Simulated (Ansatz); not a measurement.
## Geometry relaxation of Al2O3

System: Al2O3 (R-3c, 10 atoms in the cell).
Method: DFT LDA, scalar-relativistic, plane waves, PAW, no spin polarisation (Ansatz 0.2.0).

The structure derives from an entry of the Crystallography Open Database. It belongs to a series of runs on one base structure; here: cell and atoms relaxed tightly for response.

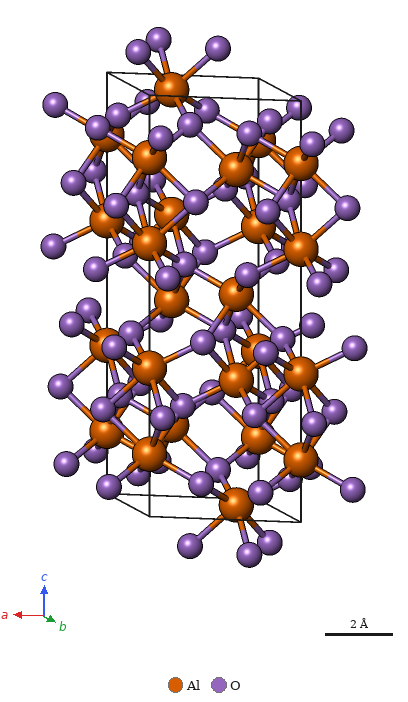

*The input geometry (ball-and-stick view of the cell 3 times as large as that of the calculation, set on its symmetry axes, seen at an oblique angle; bonded neighbours outside the cell are drawn too). An atom can appear more than once, as a periodic image.*

Near neighbours in the periodic cell (some may lie outside the picture): Al has 6 O at 1.84 to 1.96 Å; O has 4 Al at 1.84 to 1.96 Å.

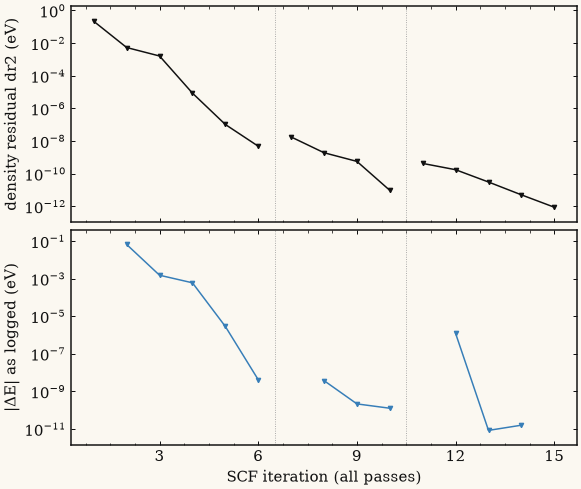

*Convergence of the self-consistent field: density residual dr2 and size of the energy change against the SCF iteration. The dotted lines part the SCF passes of the relaxation: geometry steps, rejected trials and re-solves on a re-selected basis.*

The passes take 6, 4 and 5 iterations.

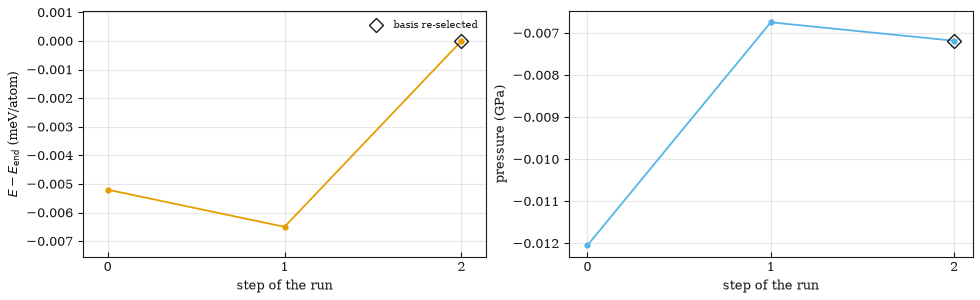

*Progress of the relaxation, step by step (the first geometry is step 0 here and step 1 in the log).*

No atom moves by more than 0.005 Å. The lattice vectors keep their values. The space group stays R-3c (No. 167). The energy falls by next to nothing (0.0 meV per atom) in 1 geometry step. The pressure goes from −0.01 to −0.01 GPa. A last SCF at the same geometry on a re-selected plane-wave basis shifts the energy by +0.0 meV per atom.

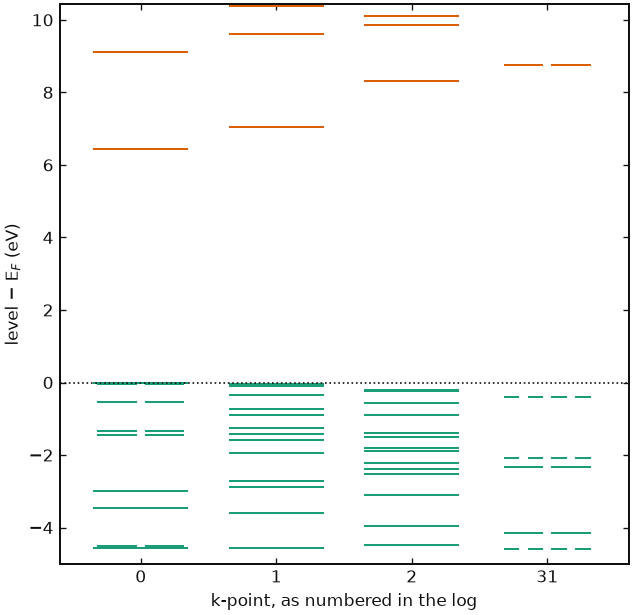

*Kohn–Sham levels near the Fermi level (dotted) at the few k-points that the log prints; levels within 0.02 eV of each other stand side by side.*

Among these points the highest filled and lowest empty levels are 6.43 eV apart, which is the gap on the mesh.

The input that produced these results follows, with the program's output.

The input
```yaml
crystal:
  lattice:
    - [2.3645943923, 1.3651992089, 4.2972283229]
    - [-2.3645943923, 1.3651992089, 4.2972283229]
    - [0.0, -2.7303984179, 4.2972283228]
  atoms:
    - { symbol: Al, position: [0.3520239544, 0.3520239544, 0.3520239544] }
    - { symbol: Al, position: [0.1479760456, 0.1479760456, 0.1479760456] }
    - { symbol: Al, position: [0.6479760456, 0.6479760456, 0.6479760456] }
    - { symbol: Al, position: [0.8520239544, 0.8520239544, 0.8520239544] }
    - { symbol: O, position: [0.5558600132, 0.9441399868, 0.25] }
    - { symbol: O, position: [0.25, 0.5558600132, 0.9441399868] }
    - { symbol: O, position: [0.9441399868, 0.25, 0.5558600132] }
    - { symbol: O, position: [0.4441399868, 0.0558600132, 0.75] }
    - { symbol: O, position: [0.75, 0.4441399868, 0.0558600132] }
    - { symbol: O, position: [0.0558600132, 0.75, 0.4441399868] }
basis:
  ecutwfc: 420
kpoints:
  mp_grid: { grid: [6, 6, 6] }
hamiltonian:
  xc: lda
scf:
  occupations: { method: fixed }
output:
  forces: true
  stress: true
  eigenvalues: true
relax:
  adjacent_minimum: "off"
  f_tol: 0.001
  max_steps: 60
  cell: { stress_tol: 0.01 }
```

Launch command:
```bash
ansatz run input.yaml --threads 2 --pin off --max-ram 6144MiB --backend cpu --events-out ev --progress --plain --runs-dir out
```

What the program printed
```
Engine: ansatz 0.2.0, x86_64-unknown-linux-gnu
Pseudopotentials: kind: paw
Pseudopotential: Al, paw, valence charge 3, recommended cutoff 420 eV (normal), Al.paw.azcp
Pseudopotential: O, paw, valence charge 6, recommended cutoff 420 eV (normal), O.paw.azcp
Functional definition: SPW92
  exchange = slater_x
  correlation = pw_c
Crystal: 10 atoms, lattice volume = 83.232 Å³
Basis set: ecut = 420 eV, 1593 PW (Γ)
Bands: 34, of which v1, the nominal top of the filled ones, is band 24 counted from 1 (23 counted from 0)
Symmetry: 12 space group operations
Space group: R-3c (ITA 167), of the structure as read, at distance tolerance 4.4e-5 Å
k-points: 32 of 216
Non-local potential: Al, projectors of the file, l = 0: 2, l = 1: 2, l = 2: 1
Non-local potential: O, projectors of the file, l = 0: 2, l = 1: 2, l = 2: 1
PAW form: soft (Blöchl's): semilocal exchange-correlation on the pseudo side does not see the compensation charge
PAW frozen core: Al, regenerated for the run's functional, and the local potential with it (the file was generated under x = pbe(κ = 0.804, μ = 0.2195149727645171), c = pbe(β = 0.06672455060314922))
PAW frozen core: O, regenerated for the run's functional, and the local potential with it (the file was generated under x = pbe(κ = 0.804, μ = 0.2195149727645171), c = pbe(β = 0.06672455060314922))
PAW one-centre angular grid: Al, 110 points (default); XC on 64 Gauss nodes
PAW one-centre angular grid: O, 110 points (default); XC on 64 Gauss nodes
Initial density: superposition of atomic densities (neutral atoms: chi_scale 0, normalization atom), corrected by the library's trained network
Initial wavefunctions: pseudopotential atomic-orbital guess
Functional: x = slater, c = lda
SCF iter   1: F=—  HF=-5399.923617 eV  |F-HF|=—  |Δ(HF+E_count)|=         —  Δρ=1.73e-2  dr2=2.14e-1  ethr=1.77e-3  ⟨swp⟩=5.2  Hψ=4445  notcnv=0  defer=231
preconditioner: auto → Resta (q_TF=auto, 2.489 Å⁻¹)  ε∞=3.6  [insulator: Δε(μ)=6.290 eV  Ē_g=17.490 eV  n_scr=20 (ndim 8)  ℏωp=28.2 eV  f_vac=0.000  ε∞_Penn≈3.6]
SCF iter   2: F=—  HF=-5399.858489 eV  |F-HF|=—  |Δ(HF+E_count)|=   6.51e-2  Δρ=3.97e-3  dr2=5.29e-3  ethr=4.45e-4  ⟨swp⟩=2.6  Hψ=2026  notcnv=0  defer=253
SCF iter   3: F=—  HF=-5399.856987 eV  |F-HF|=—  |Δ(HF+E_count)|=   1.50e-3  Δρ=1.95e-3  dr2=1.60e-3  ethr=1.10e-5  ⟨swp⟩=2.1  Hψ=1130  notcnv=0  defer=256
SCF iter   4: F=—  HF=-5399.856395 eV  |F-HF|=—  |Δ(HF+E_count)|=   5.92e-4  Δρ=1.31e-4  dr2=8.50e-6  ethr=3.34e-6  ⟨swp⟩=3.0  Hψ=1607  notcnv=0  defer=256
SCF iter   5: F=—  HF=-5399.856392 eV  |F-HF|=—  |Δ(HF+E_count)|=   2.81e-6  Δρ=1.47e-5  dr2=1.02e-7  ethr=1.77e-8  ⟨swp⟩=1.5  Hψ=1330  notcnv=0  defer=184
SCF iter   6: F=-5399.856392 eV  HF=-5399.856392 eV  |F-HF|=9.50e-10  |Δ(HF+E_count)|=   4.10e-9  Δρ=2.35e-6  dr2=4.74e-9  ethr=2.08e-10  ⟨swp⟩=13.4  Hψ=6410  notcnv=0
SCF 1 converged in 6 iterations: F = -5399.856392 eV  dr2 = 4.74e-9
  greatest PAW one-centre occupation: 0.854 electrons in one spin orbital (limit 2), on the O atom at site 8 (counted from 0), in its partial waves of l = 0
relax step   1: F+E_penalty+E_count = -5399.85639228 eV  Δ(F+E_penalty+E_count) = +0.000e0 eV  max|allowed force component| = 5.275e-5 eV/Å  Δτ_max = 0.0000 Å  P = -0.012 GPa  Ω = 83.232 Å³  (6 SCF iters, dr2 threshold 1.00e-7 eV, accepted)
Crystal: 10 atoms, lattice volume = 83.231 Å³
Initial density: handed on by an earlier stage of this run
Initial wavefunctions: those handed on with the density
iter 1 solved again at ethr=3.58e-11 eV; its pass at ethr=3.10e-3 eV (dr2=1.72e-8 eV) is discarded
SCF iter   1: F=—  HF=-5399.856405 eV  |F-HF|=—  |Δ(HF+E_count)|=         —  Δρ=5.05e-6  dr2=1.75e-8  ethr=3.58e-11  ⟨swp⟩=2.0  Hψ=3949  notcnv=0
preconditioner: auto → Resta (q_TF=auto, 2.489 Å⁻¹)  ε∞=3.6  [insulator: Δε(μ)=6.431 eV  Ē_g=17.583 eV  n_scr=20 (ndim 8)  ℏωp=28.2 eV  f_vac=0.000  ε∞_Penn≈3.6]
SCF iter   2: F=—  HF=-5399.856405 eV  |F-HF|=—  |Δ(HF+E_count)|=   3.67e-9  Δρ=1.82e-6  dr2=1.89e-9  ethr=3.58e-11  ⟨swp⟩=2.0  Hψ=1541  notcnv=0
SCF iter   3: F=—  HF=-5399.856405 eV  |F-HF|=—  |Δ(HF+E_count)|=  2.11e-10  Δρ=8.89e-7  dr2=5.57e-10  ethr=1.00e-12  ⟨swp⟩=5.0  Hψ=3904  notcnv=0
SCF iter   4: F=-5399.856405 eV  HF=-5399.856405 eV  |F-HF|=0.00e0  |Δ(HF+E_count)|=  1.24e-10  Δρ=9.74e-8  dr2=9.35e-12  ethr=1.00e-12  ⟨swp⟩=3.5  Hψ=2773  notcnv=0
SCF 2 converged in 4 iterations: F = -5399.856405 eV  dr2 = 9.35e-12
  greatest PAW one-centre occupation: 0.854 electrons in one spin orbital (limit 2), on the O atom at site 9 (counted from 0), in its partial waves of l = 0
relax step   2: F+E_penalty+E_count = -5399.85640491 eV  Δ(F+E_penalty+E_count) = -1.263e-5 eV  max|allowed force component| = 3.732e-5 eV/Å  Δτ_max = 0.0000 Å  P = -0.007 GPa  Ω = 83.231 Å³  energy of the carried Pulay correction = +1.253e-5 eV  (4 SCF iters, dr2 threshold 3.63e-10 eV, accepted)
Initial wavefunctions: pseudopotential atomic-orbital guess (no wavefunctions were taken with the density)
iter 1 solved again at ethr=1.80e-8 eV; its pass at ethr=3.10e-3 eV (dr2=8.66e-6 eV) is discarded
SCF iter   1: F=—  HF=-5399.856339 eV  |F-HF|=—  |Δ(HF+E_count)|=         —  Δρ=1.55e-6  dr2=4.18e-10  ethr=1.80e-8  ⟨swp⟩=3.1  Hψ=7254  notcnv=0  defer=251
eigensolver tolerance schedule: the retry pair's looser diagonalisation over-reported the residual by 20724.80 of it (diagonalisation noise at 0.14 of the residual, at the tolerance the schedule requests for it); recorded, not acted on — ethr = c·dr2/N_el stays at c = 1.0e-1
preconditioner: auto → Resta (q_TF=auto, 2.489 Å⁻¹)  ε∞=3.6  [insulator: Δε(μ)=6.431 eV  Ē_g=17.616 eV  n_scr=20 (ndim 8)  ℏωp=28.2 eV  f_vac=0.000  ε∞_Penn≈3.6]
SCF iter   2: F=—  HF=-5399.856340 eV  |F-HF|=—  |Δ(HF+E_count)|=   1.19e-6  Δρ=7.79e-7  dr2=1.72e-10  ethr=1.00e-12  ⟨swp⟩=3.0  Hψ=2315  notcnv=0  defer=242
SCF iter   3: F=—  HF=-5399.856340 eV  |F-HF|=—  |Δ(HF+E_count)|=  8.19e-12  Δρ=4.37e-7  dr2=3.03e-11  ethr=1.00e-12  ⟨swp⟩=1.0  Hψ=965  notcnv=0  defer=242
SCF iter   4: F=—  HF=-5399.856340 eV  |F-HF|=—  |Δ(HF+E_count)|=  1.55e-11  Δρ=9.17e-8  dr2=4.97e-12  ethr=1.00e-12  ⟨swp⟩=1.0  Hψ=965  notcnv=0  defer=242
SCF iter   5: F=-5399.856340 eV  HF=-5399.856340 eV  |F-HF|=9.09e-13  |Δ(HF+E_count)|=    0.00e0  Δρ=3.73e-8  dr2=8.66e-13  ethr=1.00e-12  ⟨swp⟩=14.1  Hψ=6863  notcnv=0
SCF 3 converged in 5 iterations: F = -5399.856340 eV  dr2 = 8.66e-13
relax step   3: F+E_penalty+E_count = -5399.85633988 eV  Δ(F+E_penalty+E_count) = +6.503e-5 eV  max|allowed force component| = 2.733e-5 eV/Å  Δτ_max = 0.0000 Å  P = -0.007 GPa  Ω = 83.231 Å³  stress off target by 7.59e-3 GPa  SCF on the basis re-selected at this cell (its energy is not comparable with the rows above)  (5 SCF iters)
basis re-selected at this cell: Δ(F+E_penalty+E_count) = +6.503e-5 eV, ΔP = -0.000 GPa vs the last step (what re-selecting the basis moved, of the pressure what is left beyond the Pulay correction that the steps carried, after the strain that the cell walked since its last selection, with what the two solves' SCF thresholds leave and, on support functions, any second-order correction that the steps lacked; it is no measure of the basis error at this ecutwfc). This SCF's stress stands 7.59e-3 GPa from its target on what of the cell is left free (relax.cell.stress_tol is 1.00e-2 GPa) and its largest allowed force component is 2.73e-5 eV/Å (relax.f_tol is 1.00e-3 eV/Å): within both
SCF converged after 5 iterations
Free energy (F): -5399.856340 eV
Harris-Foulkes:  -5399.856340 eV  (|F-HF|=9.09e-13)
Internal energy: -5399.856340 eV  (E = F + TS)
E sigma→0 (E₀):  -5399.856340 eV
Fermi energy:    7.668376 eV
--- Per-component energies (eV) ---
  E_band       = 62.500719
  E_kinetic    = 1180.622457
  E_local      = -1959.286374  (includes V_loc(G=0)·N_el)
  E_nonlocal   = 339.398681
  E_hartree    = 718.894065
  E_xc         = -605.225791
  E_vxc        = -693.440708  (∫ρ·V_xc dr)
  E_paw        = -2661.152517  (= ΣΔE_a)
  E_vpaw       = -242.597045  (= ΣTr[D̂ρ^β])
  E_aug_tail   = 0.015531  (compensation charges beyond the density's cutoff)
  E_ewald      = -2413.926788
  E_core_change = 0.804395  (= ΣΔE_core)
  E_smearing   = -0.000000  (= −TS)
  E_closure    = -0.000000  (closes the sum)
  Σ components = -5399.856340   (vs F -5399.856340, Δ=0.00e0)
--- Forces (eV/Å), atoms counted from 1 ---
  atom   1  Al    -0.00000000    -0.00000000     0.00001961
  atom   2  Al     0.00000000     0.00000000    -0.00001961
  atom   3  Al     0.00000000     0.00000000    -0.00001961
  atom   4  Al    -0.00000000    -0.00000000     0.00001961
  atom   5  O      0.00002733     0.00000000    -0.00000000
  atom   6  O     -0.00001366     0.00002366     0.00000000
  atom   7  O     -0.00001366    -0.00002366    -0.00000000
  atom   8  O     -0.00002733    -0.00000000     0.00000000
  atom   9  O      0.00001366    -0.00002366    -0.00000000
  atom  10  O      0.00001366     0.00002366     0.00000000
  max |Σ_I F_I| component: 8.09e-18 eV/Å
--- Stress (GPa, compression-positive) ---
       -0.007588      -0.000000      -0.000000
       -0.000000      -0.007588      -0.000000
       -0.000000      -0.000000      -0.006379
  P = ⅓ Tr σ = -0.0072 GPa (-0.072 kbar)
--- Band table (eV; the first three rows and the last of 32) ---
  k-point 0: bands = ["-11.5071", "-9.0006", "-8.6974", "-8.6974", "-8.3607", "-8.3607", "0.5843", "1.6005", "1.9536", "1.9536", "3.0919", "3.1515", "3.1515", "4.2168", "4.6657", "6.2126", "6.2126", "6.3261", "6.3261", "7.1434", "7.1434", "7.6262", "7.6262", "7.6684", "14.0997", "16.7843", "18.4789", "19.2349", "19.2349", "19.2524", "19.9526", "19.9526", "19.9681", "21.4242"]
  k-point 1: bands = ["-11.3559", "-9.0855", "-8.7866", "-8.7286", "-8.4343", "-8.3712", "0.7406", "1.3559", "1.7711", "2.5070", "2.5813", "3.1069", "4.0780", "4.7862", "4.9452", "5.7152", "6.0779", "6.2448", "6.4026", "6.7712", "6.9467", "7.3104", "7.5831", "7.6139", "14.7148", "17.2926", "18.0496", "18.7819", "18.9783", "19.0916", "20.1911", "20.1987", "20.4387", "20.6815"]
  k-point 2: bands = ["-10.9247", "-9.5892", "-8.7605", "-8.7311", "-8.5893", "-8.4409", "0.9176", "1.3659", "1.6643", "2.4215", "3.2007", "3.7224", "4.5544", "5.1546", "5.2927", "5.4587", "5.7725", "5.8615", "6.1747", "6.2754", "6.7845", "7.0976", "7.4267", "7.4720", "15.9943", "17.5195", "17.7747", "18.2730", "18.5475", "19.1032", "19.8953", "19.9239", "20.4309", "21.0582"]
  k-point 31: bands = ["-10.4485", "-10.4485", "-8.5523", "-8.5523", "-8.5523", "-8.5523", "1.9123", "1.9123", "3.0790", "3.0790", "3.0790", "3.0790", "3.5232", "3.5232", "5.3477", "5.3477", "5.5863", "5.5863", "5.5863", "5.5863", "7.2728", "7.2728", "7.2728", "7.2728", "16.4369", "16.4369", "18.6981", "18.6981", "20.2263", "20.2263", "20.3640", "20.3640", "20.3640", "20.3640"]
--- Relaxed structure (2 steps of the walk, 2 accepted, 1 SCFs on fresh bases) ---
  F+E_penalty+E_count = -5399.85633988 eV   max|allowed force component| = 2.733e-5 eV/Å   (the final SCF, on the basis selected at the relaxed cell)
  cell:  # Å, volume = 83.2307 Å³
    - [2.3645822768149993, 1.3651922139710306, 4.297186909464075]
    - [-2.3645822768149993, 1.3651922139710306, 4.297186909464075]
    - [3.447196715536382e-35, -2.7303844281494434, 4.2971869093981905]
  atoms:
    - { symbol: Al, position: [0.3520241664921883, 0.3520241664921883, 0.35202416649218826] }
    - { symbol: Al, position: [0.14797583350781163, 0.14797583350781163, 0.14797583350781163] }
    - { symbol: Al, position: [0.6479758335078116, 0.6479758335078116, 0.6479758335078115] }
    - { symbol: Al, position: [0.8520241664921883, 0.8520241664921883, 0.8520241664921884] }
    - { symbol: O, position: [0.5558602098367389, 0.9441397901632611, 0.25000000000000006] }
    - { symbol: O, position: [0.2499999999999999, 0.5558602098367388, 0.9441397901632611] }
    - { symbol: O, position: [0.9441397901632611, 0.24999999999999994, 0.5558602098367388] }
    - { symbol: O, position: [0.4441397901632611, 0.055860209836738894, 0.75] }
    - { symbol: O, position: [0.75, 0.4441397901632611, 0.05586020983673873] }
    - { symbol: O, position: [0.05586020983673895, 0.7500000000000002, 0.4441397901632611] }
```

Trajectory as extended XYZ (Å, eV, eV/Å), 3 frames, from step=1 to step=3
```
10
Lattice="2.3646 1.3652 4.2972 -2.3646 1.3652 4.2972 0.0000 -2.7304 4.2972" Properties=species:S:1:pos:R:3:forces:R:3 step=1 energy=-5399.85639 pressure_GPa=-0.01
Al    0.0000    0.0000    4.5382    0.0000   0.0000   0.0000
Al    0.0000    0.0000    1.9077    0.0000   0.0000   0.0000
Al    0.0000    0.0000    8.3535    0.0000   0.0000   0.0000
Al    0.0000    0.0000   10.9840    0.0000   0.0000   0.0000
O    -0.9181    1.3652    7.5202    0.0001   0.0000   0.0000
O    -0.7232   -1.4777    7.5202    0.0000   0.0000   0.0000
O     1.6414    0.1125    7.5202    0.0000   0.0000   0.0000
O     0.9181   -1.3652    5.3715   -0.0001   0.0000   0.0000
O     0.7232    1.4777    5.3715    0.0000   0.0000   0.0000
O    -1.6414   -0.1125    5.3715    0.0000   0.0000   0.0000
10
Lattice="2.3646 1.3652 4.2972 -2.3646 1.3652 4.2972 0.0000 -2.7304 4.2972" Properties=species:S:1:pos:R:3:forces:R:3 step=2 energy=-5399.85641 pressure_GPa=-0.01
Al    0.0000    0.0000    4.5381    0.0000   0.0000   0.0000
Al    0.0000    0.0000    1.9076    0.0000   0.0000   0.0000
Al    0.0000    0.0000    8.3534    0.0000   0.0000   0.0000
Al    0.0000    0.0000   10.9839    0.0000   0.0000   0.0000
O    -0.9181    1.3652    7.5201    0.0000   0.0000   0.0000
O    -0.7232   -1.4777    7.5201    0.0000   0.0000   0.0000
O     1.6414    0.1125    7.5201    0.0000   0.0000   0.0000
O     0.9181   -1.3652    5.3715    0.0000   0.0000   0.0000
O     0.7232    1.4777    5.3715    0.0000   0.0000   0.0000
O    -1.6414   -0.1125    5.3715    0.0000   0.0000   0.0000
10
Lattice="2.3646 1.3652 4.2972 -2.3646 1.3652 4.2972 0.0000 -2.7304 4.2972" Properties=species:S:1:pos:R:3:forces:R:3 step=3 energy=-5399.85634 pressure_GPa=-0.01
Al    0.0000    0.0000    4.5381    0.0000   0.0000   0.0000
Al    0.0000    0.0000    1.9076    0.0000   0.0000   0.0000
Al    0.0000    0.0000    8.3534    0.0000   0.0000   0.0000
Al    0.0000    0.0000   10.9839    0.0000   0.0000   0.0000
O    -0.9181    1.3652    7.5201    0.0000   0.0000   0.0000
O    -0.7232   -1.4777    7.5201    0.0000   0.0000   0.0000
O     1.6414    0.1125    7.5201    0.0000   0.0000   0.0000
O     0.9181   -1.3652    5.3715    0.0000   0.0000   0.0000
O     0.7232    1.4777    5.3715    0.0000   0.0000   0.0000
O    -1.6414   -0.1125    5.3715    0.0000   0.0000   0.0000
```

Results in brief

```json
{"quantity": "outcome", "value": "converged"}
{"quantity": "space group (tolerance 0.01 Å)", "value": "R-3c (167)"}
{"quantity": "electrons treated", "value": "48"}
{"quantity": "free energy", "value": "−5399.8563 eV"}
{"quantity": "Fermi energy", "value": "7.668 eV"}
{"quantity": "gap on the k-point mesh", "value": "6.43 eV"}
{"quantity": "pressure", "value": "−0.01 GPa"}
{"quantity": "final volume", "value": "83.23 Å³"}
{"quantity": "largest force (length of the vector) at the end", "value": "under 0.001 eV/Å"}
{"quantity": "final cell", "value": "a = 5.091 Å, b = 5.091 Å, c = 5.091 Å, α = 55.35°, β = 55.35°, γ = 55.35°"}
{"quantity": "hardware", "value": "2 threads of Intel Xeon @ 2.50GHz (Skylake/Cascade Lake), 192 GiB of memory available, shared host"}
{"quantity": "wall time", "value": "9.3 s (CPU time 18 s)"}
{"quantity": "peak memory", "value": "0.44 GiB"}
```
